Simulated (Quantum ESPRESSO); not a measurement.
Co: band-structure run

Co (1 atom in the cell), computed with Kohn-Sham DFT of a periodic cell, PBE with rVV10, DFT+U, PseudoDojo 0.4.1 SR LDA standard (Quantum ESPRESSO 7.5).

The structure derives from a Materials Project entry. The run did not end well.

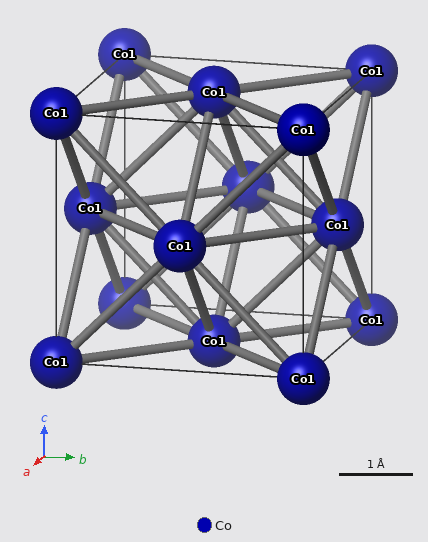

**Figure 1.** The structure as given in the input (ball-and-stick view of the cell 4 times as large as that of the calculation, set on its symmetry axes, seen slightly off an axis; atoms are numbered from 1 in the order of the input). Near neighbours in the crystal (not all of them lie inside the picture): Co has 12 Co at 2.48 Å.

Input file
```
&CONTROL
  calculation = 'scf'
  prefix = 'pwscf'
  outdir = './tmp'
  pseudo_dir = './pseudo'
  tprnfor = .true.
  tstress = .true.
  disk_io = 'low'
/
&SYSTEM
  ibrav = 0
  nat = 1
  ntyp = 1
  ecutwfc = 96
  nbnd = 18
  input_dft = 'sla+pw+pbx+pbc+vv10'
  occupations = 'smearing'
  smearing = 'mp'
  degauss = 0.01999163
  nspin = 2
  starting_magnetization(1) = 0.1176
  nosym = .true.
/
&ELECTRONS
  conv_thr = 2d-10
  electron_maxstep = 120
  mixing_beta = 0.3
/
ATOMIC_SPECIES
Co    58.9332 Co.upf
CELL_PARAMETERS bohr
   0.0000000000    3.3196010692    3.3196010692
   3.3196010692    0.0000000000    3.3196010692
   3.3196010692    3.3196010692    0.0000000000
ATOMIC_POSITIONS bohr
Co     0.0000000000    0.0000000000    0.0000000000
K_POINTS automatic
13 13 13 0 0 0
HUBBARD {ortho-atomic}
U Co-3d 6.2
```

Run on 1 thread of Intel Xeon (Granite Rapids), 128 GiB of memory available, shared host.

Launched with:
```bash
OMP_NUM_THREADS=1 pw.x -in pw.in > pw.out
```

What the program printed
```
This program is part of the open-source Quantum ESPRESSO suite
     for quantum simulation of materials; please cite
         "P. Giannozzi et al., J. Phys.:Condens. Matter 21 395502 (2009);
         "P. Giannozzi et al., J. Phys.:Condens. Matter 29 465901 (2017);
         "P. Giannozzi et al., J. Chem. Phys. 152 154105 (2020);
          URL
     in publications or presentations arising from this work. More details at

     IMPORTANT: XC functional enforced from input :
     Exchange-correlation= SLA+PW+PBX+PBC+VV10
                           (   1   4   3   4  26   0   0)
     Any further DFT definition will be discarded
     Please, verify this is what you really want

     Subspace diagonalization in iterative solution of the eigenvalue problem:
     a serial algorithm will be used

     G-vector sticks info
     --------------------
     sticks:   dense  smooth     PW     G-vecs:    dense   smooth      PW
     Sum         583     583    199                 9377     9377    1807

     Using Slab Decomposition

     bravais-lattice index     =            0
     lattice parameter (alat)  =       4.6946  a.u.
     unit-cell volume          =      73.1624 (a.u.)^3
     number of atoms/cell      =            1
     number of atomic types    =            1
     number of electrons       =        17.00
     number of Kohn-Sham states=           18
     kinetic-energy cutoff     =      96.0000  Ry
     charge density cutoff     =     384.0000  Ry
     scf convergence threshold =      2.0E-10
     mixing beta               =       0.3000
     number of iterations used =            8  plain     mixing
     Exchange-correlation= SLA+PW+PBX+PBC+VV10
                           (   1   4   3   4  26   0   0)
     Hubbard projectors: ortho-atomic
     Hubbard parameters of DFT+U (Dudarev formulation) in eV:
     U(Co-3d) =  6.2000

     Internal variables: lda_plus_u =T, lda_plus_u_kind = 0

     Internal variables: orbital_resolved =F, hub_pot_fix =F, apply_U = F

     celldm(1)=   4.694625  celldm(2)=   0.000000  celldm(3)=   0.000000
     celldm(4)=   0.000000  celldm(5)=   0.000000  celldm(6)=   0.000000

     crystal axes: (cart. coord. in units of alat)
               a(1) = (   0.000000   0.707107   0.707107 )
               a(2) = (   0.707107   0.000000   0.707107 )
               a(3) = (   0.707107   0.707107   0.000000 )

     reciprocal axes: (cart. coord. in units 2 pi/alat)
               b(1) = ( -0.707107  0.707107  0.707107 )
               b(2) = (  0.707107 -0.707107  0.707107 )
               b(3) = (  0.707107  0.707107 -0.707107 )

     PseudoPot. # 1 for Co read from file:
     Co.upf
     Pseudo is Norm-conserving + core correction, Zval = 17.0
     Generated using ONCVPSP code by D. R. Hamann
     Using radial grid of 1372 points,  6 beta functions with:
                l(1) =   0
                l(2) =   0
                l(3) =   1
                l(4) =   1
                l(5) =   2
                l(6) =   2

     atomic species   valence    mass     pseudopotential
     Co               17.00    58.93320     Co( 1.00)

     Starting magnetic structure
     atomic species   magnetization
     Co              0.118

     No symmetry found

   Cartesian axes

     site n.     atom                  positions (alat units)
         1        Co     tau(   1) = (   0.0000000   0.0000000   0.0000000  )

     number of k points=  1099  Methfessel-Paxton smearing, width (Ry)=  0.0200

     Number of k-points >= 100: set verbosity='high' to print them.

     Dense  grid:     9377 G-vectors     FFT dimensions: (  30,  30,  30)

     Generating pointlists ...
     new r_m :   0.4125 (alat units)  1.9365 (a.u.) for type    1

     Initial potential from superposition of free atoms

     starting charge      16.9998, renormalised to      17.0000

Carrying out rVV10 run using the following parameters:
Nqs =      20    Nr_points =    1024   r_max =   100.000
b_value =  6.30000    beta =  0.00901
     q_mesh =  0.00010000  0.00030000  0.00058939  0.00100810
               0.00161396  0.00249058  0.00375900  0.00559430
               0.00824984  0.01209221  0.01765183  0.02569619
               0.03733578  0.05417739  0.07854596  0.11380545
               0.16482331  0.23864234  0.34545298  0.50000000

Gradients computed in Reciprocal space

     STARTING HUBBARD OCCUPATIONS:

     =================== HUBBARD OCCUPATIONS ===================
     ------------------------ ATOM    1 ------------------------
     Tr[ns(  1)] (up, down, total) =   5.00000  2.00000  7.00000
     Atomic magnetic moment for atom   1 =   3.00000
     SPIN  1
     eigenvalues:
       1.000  1.000  1.000  1.000  1.000
     eigenvectors (columns):
       1.000  0.000  0.000  0.000  0.000
       0.000  1.000  0.000  0.000  0.000
       0.000  0.000  1.000  0.000  0.000
       0.000  0.000  0.000  1.000  0.000
       0.000  0.000  0.000  0.000  1.000
     occupation matrix ns (before diag.):
       1.000  0.000  0.000  0.000  0.000
       0.000  1.000  0.000  0.000  0.000
       0.000  0.000  1.000  0.000  0.000
       0.000  0.000  0.000  1.000  0.000
       0.000  0.000  0.000  0.000  1.000
     SPIN  2
     eigenvalues:
       0.400  0.400  0.400  0.400  0.400
     eigenvectors (columns):
       1.000  0.000  0.000  0.000  0.000
       0.000  1.000  0.000  0.000  0.000
       0.000  0.000  1.000  0.000  0.000
       0.000  0.000  0.000  1.000  0.000
       0.000  0.000  0.000  0.000  1.000
     occupation matrix ns (before diag.):
       0.400  0.000  0.000  0.000  0.000
       0.000  0.400  0.000  0.000  0.000
       0.000  0.000  0.400  0.000  0.000
       0.000  0.000  0.000  0.400  0.000
       0.000  0.000  0.000  0.000  0.400

     Number of occupied Hubbard levels =    7.0000

     Atomic wfc used for Hubbard projectors are orthogonalized

     Starting wfcs are   10 randomized atomic wfcs +    8 random wfcs

     Self-consistent Calculation

     iteration #  1     ecut=    96.00 Ry     beta= 0.30
     Davidson diagonalization with overlap
     ethr =  1.00E-02,  avg # of iterations =  5.9

     =================== HUBBARD OCCUPATIONS ===================
     ------------------------ ATOM    1 ------------------------
     Tr[ns(  1)] (up, down, total) =   4.91671  2.86522  7.78193
     Atomic magnetic moment for atom   1 =   2.05150
     SPIN  1
     eigenvalues:
       0.980  0.980  0.980  0.988  0.988
     eigenvectors (columns):
      -0.000 -0.000  0.000 -0.421 -0.907
       0.380 -0.739  0.556 -0.000 -0.000
       0.244 -0.500 -0.831  0.000 -0.000
       0.000 -0.000 -0.000 -0.907  0.421
       0.892  0.451 -0.009 -0.000 -0.000
     occupation matrix ns (before diag.):
       0.988  0.000  0.000 -0.000  0.000
       0.000  0.980 -0.000  0.000 -0.000
       0.000 -0.000  0.980 -0.000 -0.000
      -0.000  0.000 -0.000  0.988 -0.000
       0.000 -0.000 -0.000 -0.000  0.980
     SPIN  2
     eigenvalues:
       0.515  0.515  0.612  0.612  0.612
     eigenvectors (columns):
      -0.115  0.993 -0.000  0.000  0.000
      -0.000  0.000 -0.727 -0.657  0.200
       0.000  0.000  0.686 -0.712  0.150
      -0.993 -0.115  0.000 -0.000  0.000
       0.000 -0.000  0.044  0.246  0.968
     occupation matrix ns (before diag.):
       0.515 -0.000 -0.000 -0.000  0.000
      -0.000  0.612  0.000 -0.000  0.000
      -0.000  0.000  0.612  0.000  0.000
      -0.000 -0.000  0.000  0.515  0.000
       0.000  0.000  0.000  0.000  0.612

     Number of occupied Hubbard levels =    7.7819

     Threshold (ethr) on eigenvalues was too large:
     Diagonalizing with lowered threshold

     Davidson diagonalization with overlap
     ethr =  9.34E-05,  avg # of iterations =  2.1

     total energy              =    -305.90602807 Ry
     estimated scf accuracy    <       0.01580253 Ry

     total magnetization       =     1.98 Bohr mag/cell
     absolute magnetization    =     2.10 Bohr mag/cell

     iteration #  2     ecut=    96.00 Ry     beta= 0.30
     Davidson diagonalization with overlap
     ethr =  9.30E-05,  avg # of iterations =  1.0

     total energy              =    -305.91552581 Ry
     estimated scf accuracy    <       0.02283044 Ry

     total magnetization       =     1.88 Bohr mag/cell
     absolute magnetization    =     2.00 Bohr mag/cell

     iteration #  3     ecut=    96.00 Ry     beta= 0.30
     Davidson diagonalization with overlap
     ethr =  9.30E-05,  avg # of iterations =  1.0

     total energy              =    -305.92241486 Ry
     estimated scf accuracy    <       0.02150277 Ry

     total magnetization       =     1.88 Bohr mag/cell
     absolute magnetization    =     2.01 Bohr mag/cell

     iteration #  4     ecut=    96.00 Ry     beta= 0.30
     Davidson diagonalization with overlap
     ethr =  9.30E-05,  avg # of iterations =  1.0

     total energy              =    -305.93721669 Ry
     estimated scf accuracy    <       0.02297826 Ry

     total magnetization       =     1.88 Bohr mag/cell
     absolute magnetization    =     2.01 Bohr mag/cell

     iteration #  5     ecut=    96.00 Ry     beta= 0.30
     Davidson diagonalization with overlap
     ethr =  9.30E-05,  avg # of iterations =  1.0

     total energy              =    -305.95966780 Ry
     estimated scf accuracy    <       0.02046499 Ry

     total magnetization       =     1.76 Bohr mag/cell
     absolute magnetization    =     1.96 Bohr mag/cell

     iteration #  6     ecut=    96.00 Ry     beta= 0.30
     Davidson diagonalization with overlap
     ethr =  9.30E-05,  avg # of iterations =  1.0

     total energy              =    -305.96945342 Ry
     estimated scf accuracy    <       0.01029462 Ry

     total magnetization       =     1.75 Bohr mag/cell
     absolute magnetization    =     1.89 Bohr mag/cell

     iteration #  7     ecut=    96.00 Ry     beta= 0.30
     Davidson diagonalization with overlap
     ethr =  6.06E-05,  avg # of iterations =  1.0

     total energy              =    -305.97084551 Ry
     estimated scf accuracy    <       0.00985112 Ry

     total magnetization       =     1.75 Bohr mag/cell
     absolute magnetization    =     1.89 Bohr mag/cell

     iteration #  8     ecut=    96.00 Ry     beta= 0.30
     Davidson diagonalization with overlap
     ethr =  5.79E-05,  avg # of iterations =  1.0

     total energy              =    -305.94567916 Ry
     estimated scf accuracy    <       0.01234454 Ry

     total magnetization       =     1.75 Bohr mag/cell
     absolute magnetization    =     1.87 Bohr mag/cell

     iteration #  9     ecut=    96.00 Ry     beta= 0.30
     Davidson diagonalization with overlap
     ethr =  5.79E-05,  avg # of iterations =  1.0

     total energy              =    -305.95681120 Ry
     estimated scf accuracy    <       0.00862279 Ry

     total magnetization       =     1.74 Bohr mag/cell
     absolute magnetization    =     2.04 Bohr mag/cell

     iteration # 10     ecut=    96.00 Ry     beta= 0.30
     Davidson diagonalization with overlap
     ethr =  5.07E-05,  avg # of iterations =  1.1

     total energy              =    -305.94552507 Ry
     estimated scf accuracy    <       0.00932050 Ry

     total magnetization       =     1.75 Bohr mag/cell
     absolute magnetization    =     1.85 Bohr mag/cell

     iteration # 11     ecut=    96.00 Ry     beta= 0.30
     Davidson diagonalization with overlap
     ethr =  5.07E-05,  avg # of iterations =  2.1

     total energy              =    -305.97095756 Ry
     estimated scf accuracy    <       0.01005866 Ry

     total magnetization       =     1.81 Bohr mag/cell
     absolute magnetization    =     1.83 Bohr mag/cell

     iteration # 12     ecut=    96.00 Ry     beta= 0.30
     Davidson diagonalization with overlap
     ethr =  5.07E-05,  avg # of iterations =  1.0

     total energy              =    -305.91383371 Ry
     estimated scf accuracy    <       0.00889195 Ry

     total magnetization       =     1.84 Bohr mag/cell
     absolute magnetization    =     1.86 Bohr mag/cell

     iteration # 13     ecut=    96.00 Ry     beta= 0.30
     Davidson diagonalization with overlap
     ethr =  5.07E-05,  avg # of iterations =  2.0

     total energy              =    -305.95934514 Ry
     estimated scf accuracy    <       0.00543187 Ry

     total magnetization       =     1.72 Bohr mag/cell
     absolute magnetization    =     1.99 Bohr mag/cell

     iteration # 14     ecut=    96.00 Ry     beta= 0.30
     Davidson diagonalization with overlap
     ethr =  3.20E-05,  avg # of iterations =  1.3

     total energy              =    -305.97228728 Ry
     estimated scf accuracy    <       0.00393858 Ry

     total magnetization       =     1.76 Bohr mag/cell
     absolute magnetization    =     1.84 Bohr mag/cell

     iteration # 15     ecut=    96.00 Ry     beta= 0.30
     Davidson diagonalization with overlap
     ethr =  2.32E-05,  avg # of iterations =  1.0

     total energy              =    -305.97775936 Ry
     estimated scf accuracy    <       0.00286776 Ry

     total magnetization       =     1.77 Bohr mag/cell
     absolute magnetization    =     1.81 Bohr mag/cell

     iteration # 16     ecut=    96.00 Ry     beta= 0.30
     Davidson diagonalization with overlap
     ethr =  1.69E-05,  avg # of iterations =  1.0

     total energy              =    -305.97829134 Ry
     estimated scf accuracy    <       0.00098776 Ry

     total magnetization       =     1.79 Bohr mag/cell
     absolute magnetization    =     1.82 Bohr mag/cell

     iteration # 17     ecut=    96.00 Ry     beta= 0.30
     Davidson diagonalization with overlap
     ethr =  5.81E-06,  avg # of iterations =  1.4

     total energy              =    -305.97872533 Ry
     estimated scf accuracy    <       0.00013418 Ry

     total magnetization       =     1.81 Bohr mag/cell
     absolute magnetization    =     1.84 Bohr mag/cell

     iteration # 18     ecut=    96.00 Ry     beta= 0.30
     Davidson diagonalization with overlap
     ethr =  7.89E-07,  avg # of iterations =  1.5

     total energy              =    -305.97880072 Ry
     estimated scf accuracy    <       0.00002300 Ry

     total magnetization       =     1.80 Bohr mag/cell
     absolute magnetization    =     1.83 Bohr mag/cell

     iteration # 19     ecut=    96.00 Ry     beta= 0.30
     Davidson diagonalization with overlap
     ethr =  1.35E-07,  avg # of iterations =  1.0

     total energy              =    -305.97873394 Ry
     estimated scf accuracy    <       0.00000418 Ry

     total magnetization       =     1.81 Bohr mag/cell
     absolute magnetization    =     1.84 Bohr mag/cell

     iteration # 20     ecut=    96.00 Ry     beta= 0.30
     Davidson diagonalization with overlap
     ethr =  2.46E-08,  avg # of iterations =  2.1

     total energy              =    -305.97879223 Ry
     estimated scf accuracy    <       0.00007394 Ry

     total magnetization       =     1.80 Bohr mag/cell
     absolute magnetization    =     1.83 Bohr mag/cell

     iteration # 21     ecut=    96.00 Ry     beta= 0.30
     Davidson diagonalization with overlap
     ethr =  2.46E-08,  avg # of iterations =  2.0

     total energy              =    -305.97874249 Ry
     estimated scf accuracy    <       0.00000151 Ry

     total magnetization       =     1.81 Bohr mag/cell
     absolute magnetization    =     1.84 Bohr mag/cell

     iteration # 22     ecut=    96.00 Ry     beta= 0.30
     Davidson diagonalization with overlap
```

Outcome

| quantity | value |
| --- | --- |
| outcome | stopped at the time limit |
| space group (tolerance 0.01 Å) | Fm-3m (225) |
| wall time | 10 min |
| peak memory | 1 GiB |

Settings chosen away from the usual ones: nosym set to true; smearing set to methfessel-paxton (from fermi-dirac); width set to 0.272 (from 0.025). The run was cut off by its time limit, so the output is incomplete. The record of the run, not the program, notes: potentials made for another functional. Points of doubt noted for this run: potentials made for another functional.
